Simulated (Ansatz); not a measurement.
# Geometry relaxation, with input and output: PbSe

System: PbSe (Fm-3m, 2 atoms in the cell).
Method: DFT PBEsol, scalar-relativistic, plane waves, PAW, no spin polarisation (Ansatz 0.2.0).

The structure derives from an entry of the Crystallography Open Database. Figures and captions count atoms from 1; the log counts them from 0 in places.

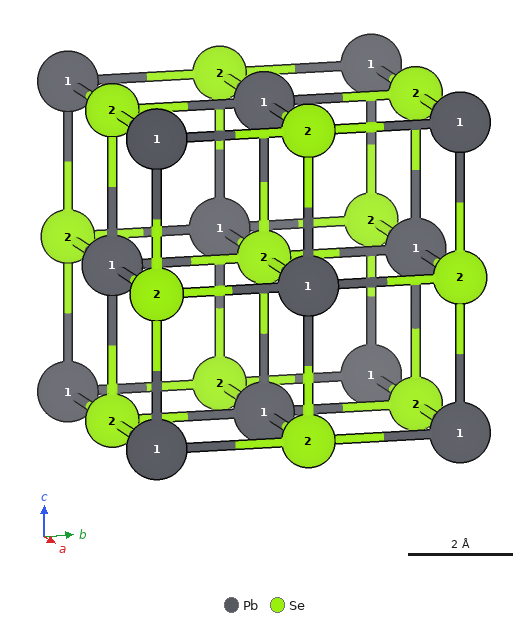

The input geometry (ball-and-stick view of the cell 4 times as large as that of the calculation, set on its symmetry axes, seen slightly off an axis; atoms are numbered from 1 in the order of the input). Near neighbours in the crystal (not all of them lie inside the picture): Pb has 6 Se at 3.06 Å; Se has 6 Pb at 3.06 Å.

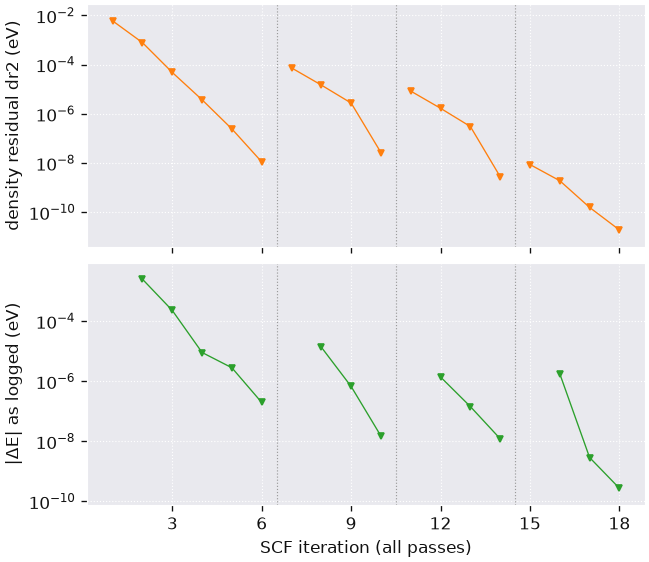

Convergence of the self-consistent field: density residual dr2 and size of the energy change against the SCF iteration. The dotted lines part the SCF passes of the relaxation: geometry steps, rejected trials and re-solves on a re-selected basis. The passes take 6, 4, 4 and 4 iterations.

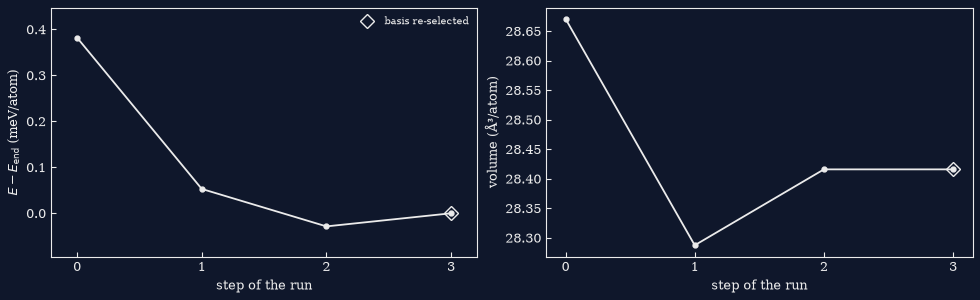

Progress of the relaxation, step by step (the first geometry is step 0 here and step 1 in the log). No atom moves by more than 0.005 Å relative to the cell. The volume changes by −0.9 %, with a = b = c 6.121 → 6.103 Å (−0.3 %). Among the contacts that change: Pb1–Se2 3.061 → 3.052 Å. The space group stays Fm-3m (No. 225). Over 2 geometry steps the energy falls by 0.4 meV per atom. All forces vanish by symmetry, so only the cell relaxes. The pressure goes from −0.47 to 0.00 GPa. A last SCF at the same geometry on a re-selected plane-wave basis shifts the energy by +0.0 meV per atom. (Atoms are counted from 1 in the order of the input.)

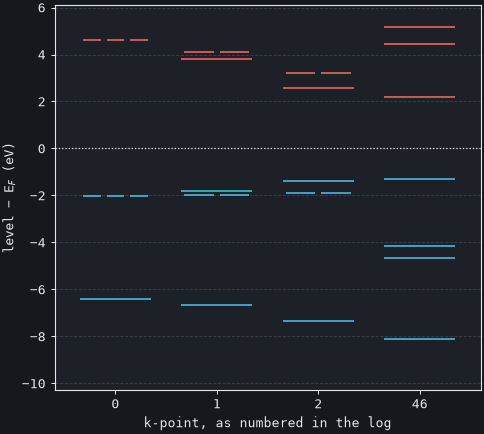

Kohn–Sham levels near the Fermi level (dotted) at the few k-points that the log prints; levels within 0.02 eV of each other stand side by side. Among these points the highest filled and lowest empty levels are 3.48 eV apart; the gap on the full mesh, 0.17 eV, has an edge at a point that isn't printed.

The input that produced these results follows, with the program's output.

## Input file
```yaml
crystal:
  lattice:
    - [0.0, 3.06065, 3.06065]
    - [3.06065, 0.0, 3.06065]
    - [3.06065, 3.06065, 0.0]
  atoms:
    - { symbol: Pb, position: [0.0, 0.0, 0.0] }
    - { symbol: Se, position: [0.5, 0.5, 0.5] }
basis:
  ecutwfc: 420
kpoints:
  mp_grid: { grid: [10, 10, 10] }
hamiltonian:
  xc: pbesol
scf:
  occupations: { method: gaussian, width: 0.01 }
output:
  forces: true
  stress: true
  eigenvalues: true
relax:
  adjacent_minimum: "off"
  f_tol: 0.005
  max_steps: 80
  cell: { stress_tol: 0.05 }
```

Launched with:
```bash
ansatz run input.yaml --threads 1 --pin off --max-ram 2560MiB --backend cpu --events-out ev --progress --plain --runs-dir out
```

## What the program printed
```
Engine: ansatz 0.2.0, x86_64-unknown-linux-gnu
Pseudopotentials: kind: paw
Pseudopotential: Pb, paw, valence charge 14, recommended cutoff 420 eV (normal), Pb.paw.azcp
Pseudopotential: Se, paw, valence charge 16, recommended cutoff 420 eV (normal), Se.paw.azcp
Functional definition: PBEsol
  exchange = pbesol_x
  correlation = pbesol_c
Crystal: 2 atoms, lattice volume = 57.342 Å³
Basis set: ecut = 420 eV, 1139 PW (Γ), exchange–correlation on 60×60×60 points (8 copies of the dense FFT grid, shifted against one another)
Bands: 19, of which v1, the nominal top of the filled ones, is band 15 counted from 1 (14 counted from 0)
Symmetry: 48 space group operations
Space group: Fm-3m (ITA 225), of the structure as read, at distance tolerance 3.9e-5 Å
k-points: 47 of 1000
Non-local potential: Pb, projectors of the file, l = 0: 2, l = 1: 2, l = 2: 2, l = 3: 2
Non-local potential: Se, projectors of the file, l = 0: 2, l = 1: 2, l = 2: 3, l = 3: 1
PAW form: soft (Blöchl's): semilocal exchange-correlation on the pseudo side does not see the compensation charge
PAW frozen core: Pb, regenerated for the run's functional, and the local potential with it (the file was generated under x = pbe(κ = 0.804, μ = 0.2195149727645171), c = pbe(β = 0.06672455060314922))
PAW frozen core: Se, regenerated for the run's functional, and the local potential with it (the file was generated under x = pbe(κ = 0.804, μ = 0.2195149727645171), c = pbe(β = 0.06672455060314922))
PAW one-centre angular grid: Pb, 590 points (default); XC on 64 Gauss nodes
PAW one-centre angular grid: Se, 590 points (default); XC on 64 Gauss nodes
Initial density: superposition of atomic densities (neutral atoms: chi_scale 0, normalization atom), corrected by the library's trained network
Initial wavefunctions: pseudopotential atomic-orbital guess
Functional: x = pbesol(κ = 0.804, μ = 0.12345679012345678), c = pbesol(β = 0.046)
SCF iter   1: F=—  HF=-17180.216969 eV  |F-HF|=—  |Δ(HF+E_count)|=         —  Δρ=2.36e-3  dr2=6.02e-3  ethr=1.77e-3  ⟨swp⟩=6.4  Hψ=4301  notcnv=0
preconditioner: auto → none  [insulator: Δε(μ)=0.169 eV  Ē_g=15.215 eV  σ=0.010 eV  W_gap=1.00  n_scr=14 (ndim 8)  ℏωp=21.9 eV  f_vac=0.019  D(μ)=0.00/eV (n_scr^D=0)  ε∞_Penn≈3.1]
SCF iter   2: F=—  HF=-17180.214455 eV  |F-HF|=—  |Δ(HF+E_count)|=   2.51e-3  Δρ=1.09e-3  dr2=7.87e-4  ethr=2.01e-5  ⟨swp⟩=2.8  Hψ=1781  notcnv=0
SCF iter   3: F=—  HF=-17180.214226 eV  |F-HF|=—  |Δ(HF+E_count)|=   2.29e-4  Δρ=3.41e-4  dr2=4.83e-5  ethr=2.62e-6  ⟨swp⟩=3.0  Hψ=1767  notcnv=0
SCF iter   4: F=—  HF=-17180.214235 eV  |F-HF|=—  |Δ(HF+E_count)|=   9.10e-6  Δρ=1.18e-4  dr2=3.72e-6  ethr=1.61e-7  ⟨swp⟩=2.9  Hψ=1598  notcnv=0
SCF iter   5: F=—  HF=-17180.214238 eV  |F-HF|=—  |Δ(HF+E_count)|=   2.82e-6  Δρ=2.18e-5  dr2=2.43e-7  ethr=1.24e-8  ⟨swp⟩=2.0  Hψ=1590  notcnv=0
SCF iter   6: F=-17180.214238 eV  HF=-17180.214238 eV  |F-HF|=1.40e-8  |Δ(HF+E_count)|=   1.97e-7  Δρ=4.76e-6  dr2=1.11e-8  ethr=3.33e-10  ⟨swp⟩=5.1  Hψ=4096  notcnv=0
SCF 1 converged in 6 iterations: F = -17180.214238 eV  dr2 = 1.11e-8
  greatest PAW one-centre occupation: 1.000 electrons in one spin orbital (limit 2), on the Se atom at site 1 (counted from 0), in its partial waves of l = 2
relax step   1: F+E_penalty+E_count = -17180.21423776 eV  Δ(F+E_penalty+E_count) = +0.000e0 eV  max|allowed force component| = 1.413e-30 eV/Å  Δτ_max = 0.0000 Å  P = -0.474 GPa  Ω = 57.342 Å³  (6 SCF iters, dr2 threshold 1.00e-7 eV, accepted)
Crystal: 2 atoms, lattice volume = 56.575 Å³
Basis set: ecut = 420 eV, 1067 PW (Γ), exchange–correlation on 60×60×60 points (8 copies of the dense FFT grid, shifted against one another)
Initial density: handed on by an earlier stage of this run
Initial wavefunctions: those handed on with the density
iter 1 solved again at ethr=1.03e-6 eV; its pass at ethr=3.10e-3 eV (dr2=3.08e-4 eV) is discarded
SCF iter   1: F=—  HF=-17180.214910 eV  |F-HF|=—  |Δ(HF+E_count)|=         —  Δρ=2.79e-4  dr2=7.40e-5  ethr=1.03e-6  ⟨swp⟩=2.3  Hψ=5393  notcnv=0
preconditioner: auto → none  [insulator: Δε(μ)=0.151 eV  Ē_g=15.273 eV  σ=0.010 eV  W_gap=1.00  n_scr=14 (ndim 8)  ℏωp=22.1 eV  f_vac=0.016  D(μ)=0.00/eV (n_scr^D=0)  ε∞_Penn≈3.1]
SCF iter   2: F=—  HF=-17180.214896 eV  |F-HF|=—  |Δ(HF+E_count)|=   1.37e-5  Δρ=1.50e-4  dr2=1.48e-5  ethr=2.47e-7  ⟨swp⟩=2.0  Hψ=1076  notcnv=0
SCF iter   3: F=—  HF=-17180.214896 eV  |F-HF|=—  |Δ(HF+E_count)|=   6.73e-7  Δρ=5.98e-5  dr2=2.75e-6  ethr=4.93e-8  ⟨swp⟩=2.9  Hψ=1558  notcnv=0
SCF iter   4: F=-17180.214896 eV  HF=-17180.214896 eV  |F-HF|=7.85e-9  |Δ(HF+E_count)|=   1.50e-8  Δρ=8.80e-6  dr2=2.66e-8  ethr=6.67e-10  ⟨swp⟩=3.6  Hψ=4059  notcnv=0
SCF 2 converged in 4 iterations: F = -17180.214896 eV  dr2 = 2.66e-8
relax step   2: F+E_penalty+E_count = -17180.21489563 eV  Δ(F+E_penalty+E_count) = -6.579e-4 eV  max|allowed force component| = 1.052e-30 eV/Å  Δτ_max = 0.0000 Å  P = +0.242 GPa  Ω = 56.575 Å³  energy of the carried Pulay correction = +8.093e-5 eV  (4 SCF iters, dr2 threshold 2.00e-7 eV, accepted)
Crystal: 2 atoms, lattice volume = 56.832 Å³
iter 1 solved again at ethr=1.17e-7 eV; its pass at ethr=3.10e-3 eV (dr2=3.51e-5 eV) is discarded
SCF iter   1: F=—  HF=-17180.215060 eV  |F-HF|=—  |Δ(HF+E_count)|=         —  Δρ=9.32e-5  dr2=8.42e-6  ethr=1.17e-7  ⟨swp⟩=2.6  Hψ=5233  notcnv=0
preconditioner: auto → none  [insulator: Δε(μ)=0.169 eV  Ē_g=15.254 eV  σ=0.010 eV  W_gap=1.00  n_scr=14 (ndim 8)  ℏωp=22.0 eV  f_vac=0.019  D(μ)=0.00/eV (n_scr^D=0)  ε∞_Penn≈3.1]
SCF iter   2: F=—  HF=-17180.215059 eV  |F-HF|=—  |Δ(HF+E_count)|=   1.39e-6  Δρ=5.07e-5  dr2=1.68e-6  ethr=2.81e-8  ⟨swp⟩=2.0  Hψ=1072  notcnv=0
SCF iter   3: F=—  HF=-17180.215059 eV  |F-HF|=—  |Δ(HF+E_count)|=   1.44e-7  Δρ=1.98e-5  dr2=3.05e-7  ethr=5.58e-9  ⟨swp⟩=3.0  Hψ=1587  notcnv=0
SCF iter   4: F=-17180.215059 eV  HF=-17180.215059 eV  |F-HF|=1.18e-9  |Δ(HF+E_count)|=   1.22e-8  Δρ=2.83e-6  dr2=2.78e-9  ethr=4.90e-10  ⟨swp⟩=5.1  Hψ=3653  notcnv=0
SCF 3 converged in 4 iterations: F = -17180.215059 eV  dr2 = 2.78e-9
relax step   3: F+E_penalty+E_count = -17180.21505861 eV  Δ(F+E_penalty+E_count) = -1.630e-4 eV  max|allowed force component| = 1.709e-30 eV/Å  Δτ_max = 0.0000 Å  P = -0.004 GPa  Ω = 56.832 Å³  energy of the carried Pulay correction = +5.360e-5 eV  (4 SCF iters, dr2 threshold 1.47e-7 eV, accepted)
Initial wavefunctions: pseudopotential atomic-orbital guess (no wavefunctions were taken with the density)
iter 1 solved again at ethr=8.69e-8 eV; its pass at ethr=3.10e-3 eV (dr2=2.61e-5 eV) is discarded
SCF iter   1: F=—  HF=-17180.215004 eV  |F-HF|=—  |Δ(HF+E_count)|=         —  Δρ=8.57e-6  dr2=8.66e-9  ethr=8.69e-8  ⟨swp⟩=3.0  Hψ=6956  notcnv=0
preconditioner: auto → none  [insulator: Δε(μ)=0.169 eV  Ē_g=15.255 eV  σ=0.010 eV  W_gap=1.00  n_scr=14 (ndim 8)  ℏωp=22.0 eV  f_vac=0.019  D(μ)=0.00/eV (n_scr^D=0)  ε∞_Penn≈3.1]
SCF iter   2: F=—  HF=-17180.215002 eV  |F-HF|=—  |Δ(HF+E_count)|=   1.78e-6  Δρ=4.03e-6  dr2=1.90e-9  ethr=2.89e-11  ⟨swp⟩=2.5  Hψ=1664  notcnv=0
SCF iter   3: F=—  HF=-17180.215002 eV  |F-HF|=—  |Δ(HF+E_count)|=   2.89e-9  Δρ=1.11e-6  dr2=1.56e-10  ethr=6.33e-12  ⟨swp⟩=2.1  Hψ=1128  notcnv=0
SCF iter   4: F=-17180.215002 eV  HF=-17180.215002 eV  |F-HF|=1.82e-11  |Δ(HF+E_count)|=  2.73e-10  Δρ=1.90e-7  dr2=1.89e-11  ethr=1.00e-12  ⟨swp⟩=4.0  Hψ=4457  notcnv=0
SCF 4 converged in 4 iterations: F = -17180.215002 eV  dr2 = 1.89e-11
relax step   4: F+E_penalty+E_count = -17180.21500217 eV  Δ(F+E_penalty+E_count) = +5.645e-5 eV  max|allowed force component| = 2.367e-30 eV/Å  Δτ_max = 0.0000 Å  P = -0.004 GPa  Ω = 56.832 Å³  stress off target by 4.05e-3 GPa  SCF on the basis re-selected at this cell (its energy is not comparable with the rows above)  (4 SCF iters)
basis re-selected at this cell: Δ(F+E_penalty+E_count) = +5.645e-5 eV, ΔP = -0.000 GPa vs the last step (what re-selecting the basis moved, of the pressure what is left beyond the Pulay correction that the steps carried, after the strain that the cell walked since its last selection, with what the two solves' SCF thresholds leave and, on support functions, any second-order correction that the steps lacked; it is no measure of the basis error at this ecutwfc). This SCF's stress stands 4.05e-3 GPa from its target on what of the cell is left free (relax.cell.stress_tol is 5.00e-2 GPa) and its largest allowed force component is 2.37e-30 eV/Å (relax.f_tol is 5.00e-3 eV/Å): within both
SCF converged after 4 iterations
Free energy (F): -17180.215002 eV
Harris-Foulkes:  -17180.215002 eV  (|F-HF|=1.82e-11)
Internal energy: -17180.215002 eV  (E = F + TS)
E sigma→0 (E₀):  -17180.215002 eV
Fermi energy:    9.109575 eV
--- Per-component energies (eV) ---
  E_band       = -426.359297
  E_kinetic    = 406.222170
  E_local      = -3516.992418  (includes V_loc(G=0)·N_el)
  E_nonlocal   = -240.728657
  E_hartree    = 1635.291125
  E_xc         = -322.986498
  E_vxc        = -231.491367  (∫ρ·V_xc dr)
  E_paw        = -12121.404433  (= ΣΔE_a)
  E_vpaw       = -113.950596  (= ΣTr[D̂ρ^β])
  E_aug_tail   = -0.000518  (compensation charges beyond the density's cutoff)
  E_ewald      = -3020.686340
  E_core_change = 1.070567  (= ΣΔE_core)
  E_smearing   = -0.000000  (= −TS)
  E_closure    = 0.000000  (closes the sum)
  Σ components = -17180.215002   (vs F -17180.215002, Δ=0.00e0)
--- Forces (eV/Å), atoms counted from 1 ---
  atom   1  Pb    -0.00000000    -0.00000000    -0.00000000
  atom   2  Se    -0.00000000     0.00000000     0.00000000
  max |Σ_I F_I| component: 1.95e-29 eV/Å
--- Stress (GPa, compression-positive) ---
       -0.004045      -0.000000      -0.000000
       -0.000000      -0.004045      -0.000000
       -0.000000      -0.000000      -0.004045
  P = ⅓ Tr σ = -0.0040 GPa (-0.040 kbar)
--- Band table (eV; the first three rows and the last of 47) ---
  k-point 0: bands = ["-38.3040", "-38.3040", "-38.3015", "-38.3015", "-38.3015", "-7.7608", "-7.7608", "-7.7608", "-7.7602", "-7.7602", "-4.6706", "2.7039", "7.1019", "7.1019", "7.1019", "13.7134", "13.7134", "13.7134", "15.4500"]
  k-point 1: bands = ["-38.3040", "-38.3040", "-38.3015", "-38.3015", "-38.3015", "-7.7628", "-7.7628", "-7.7604", "-7.7573", "-7.7573", "-4.5927", "2.4356", "7.1286", "7.1286", "7.2912", "12.9284", "13.2366", "13.2366", "15.2797"]
  k-point 2: bands = ["-38.3039", "-38.3039", "-38.3015", "-38.3015", "-38.3015", "-7.7693", "-7.7693", "-7.7595", "-7.7486", "-7.7486", "-4.3708", "1.7871", "7.2081", "7.2081", "7.7140", "11.6826", "12.3323", "12.3323", "15.2509"]
  k-point 46: bands = ["-38.3040", "-38.3039", "-38.3015", "-38.3014", "-38.3014", "-7.8640", "-7.7582", "-7.7580", "-7.7374", "-7.7133", "-3.1603", "1.0025", "4.4313", "4.9675", "7.8306", "11.3127", "13.5402", "14.2621", "15.9573"]
--- Relaxed structure (3 steps of the walk, 3 accepted, 1 SCFs on fresh bases) ---
  F+E_penalty+E_count = -17180.21500217 eV   max|allowed force component| = 2.367e-30 eV/Å   (the final SCF, on the basis selected at the relaxed cell)
  cell:  # Å, volume = 56.8319 Å³
    - [-1.4012273090462873e-34, 3.0515521251931816, 3.0515521251931816]
    - [3.0515521251931816, -1.6559959106910668e-34, 3.0515521251931816]
    - [3.0515521251931816, 3.0515521251931816, -2.038148813158236e-34]
  atoms:
    - { symbol: Pb, position: [4.916056292168533e-37, 3.2773708613925373e-37, -2.6218966891421958e-36] }
    - { symbol: Se, position: [0.49999999999999994, 0.49999999999999994, 0.49999999999999994] }
```

## Trajectory as extended XYZ (Å, eV, eV/Å), 4 frames, from step=1 to step=4
```
2
Lattice="0.0000 3.0606 3.0606 3.0606 0.0000 3.0606 3.0606 3.0606 0.0000" Properties=species:S:1:pos:R:3:forces:R:3 step=1 energy=-17180.21424 pressure_GPa=-0.47
Pb    0.0000    0.0000    0.0000    0.0000   0.0000   0.0000
Se    3.0606    3.0606    3.0606    0.0000   0.0000   0.0000
2
Lattice="0.0000 3.0469 3.0469 3.0469 0.0000 3.0469 3.0469 3.0469 0.0000" Properties=species:S:1:pos:R:3:forces:R:3 step=2 energy=-17180.21490 pressure_GPa=0.24
Pb    0.0000    0.0000    0.0000    0.0000   0.0000   0.0000
Se    3.0469    3.0469    3.0469    0.0000   0.0000   0.0000
2
Lattice="0.0000 3.0516 3.0516 3.0516 0.0000 3.0516 3.0516 3.0516 0.0000" Properties=species:S:1:pos:R:3:forces:R:3 step=3 energy=-17180.21506 pressure_GPa=-0.00
Pb    0.0000    0.0000    0.0000    0.0000   0.0000   0.0000
Se    3.0516    3.0516    3.0516    0.0000   0.0000   0.0000
2
Lattice="0.0000 3.0516 3.0516 3.0516 0.0000 3.0516 3.0516 3.0516 0.0000" Properties=species:S:1:pos:R:3:forces:R:3 step=4 energy=-17180.21500 pressure_GPa=-0.00
Pb    0.0000    0.0000    0.0000    0.0000   0.0000   0.0000
Se    3.0516    3.0516    3.0516    0.0000   0.0000   0.0000
```

## Key numbers

| quantity | value |
| --- | --- |
| outcome | converged |
| space group (tolerance 0.01 Å) | Fm-3m (225) |
| electrons treated | 30 |
| free energy | −17180.2150 eV |
| Fermi energy | 9.110 eV |
| gap on the k-point mesh | 0.17 eV |
| pressure | 0.00 GPa |
| final volume | 56.83 Å³ |
| largest force (length of the vector) at the end | under 0.001 eV/Å |
| final cell | a = 4.316 Å, b = 4.316 Å, c = 4.316 Å, α = 60.00°, β = 60.00°, γ = 60.00° |
| hardware | 1 thread of Intel Xeon @ 2.90GHz (Ice Lake), 192 GiB of memory available, shared host |
| wall time | 10 s |
| peak memory | 0.44 GiB |

## Remarks

Spin–orbit coupling is left out, which matters for Pb.
